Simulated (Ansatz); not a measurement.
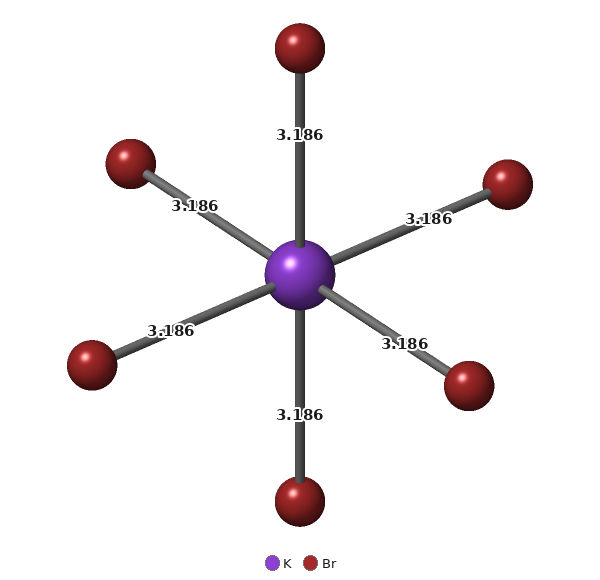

The surroundings of site K1 (at 0.000, 0.000, 0.000) in KBr (Fm-3m, No. 225), with bond lengths in Å.

Origin of the cell: the geometry relaxed with Ansatz 0.2.0, DFT LDA, scalar-relativistic, plane waves, PAW.

```yaml
crystal:
  lattice:
    - [6.37160, 0.00000, 0.00000]
    - [0.00000, 6.37160, 0.00000]
    - [0.00000, 0.00000, 6.37160]
  atoms:
    - { symbol: K, position: [0.00000, 0.00000, 0.00000] }
    - { symbol: Br, position: [0.50000, 0.00000, 0.00000] }
    - { symbol: K, position: [0.00000, 0.50000, 0.50000] }
    - { symbol: Br, position: [0.50000, 0.50000, 0.50000] }
    - { symbol: K, position: [0.50000, 0.00000, 0.50000] }
    - { symbol: Br, position: [0.00000, 0.00000, 0.50000] }
    - { symbol: K, position: [0.50000, 0.50000, 0.00000] }
    - { symbol: Br, position: [0.00000, 0.50000, 0.00000] }
```

Bond valence s = exp((R0 − d)/b), R0 fitted to published crystal structures with b = 0.37 Å; R0 in Å: K+–Br 2.661.

Question: Calculate the bond-valence sum of K1 from the bonds drawn.

Answer: 6 × 0.242 = 1.45 v.u., against a formal valence of 1: overbonded (bonds short for this ion) by 0.45.

Question: And over the whole structure?

Answer:
```
site              x, y, z  formal valence  bond-valence sum  difference
  K1  0.000, 0.000, 0.000              +1              1.45        0.45
 Br1  0.500, 0.000, 0.000              −1              1.45        0.45
```

These sums include all anions within 5 Å. The global instability index (root mean square of the differences over all atoms) is 0.45 v.u.: above 0.2, which by the usual rule of thumb marks a strained structure. Cells relaxed with LDA tend to have short bonds, which raises the sums.
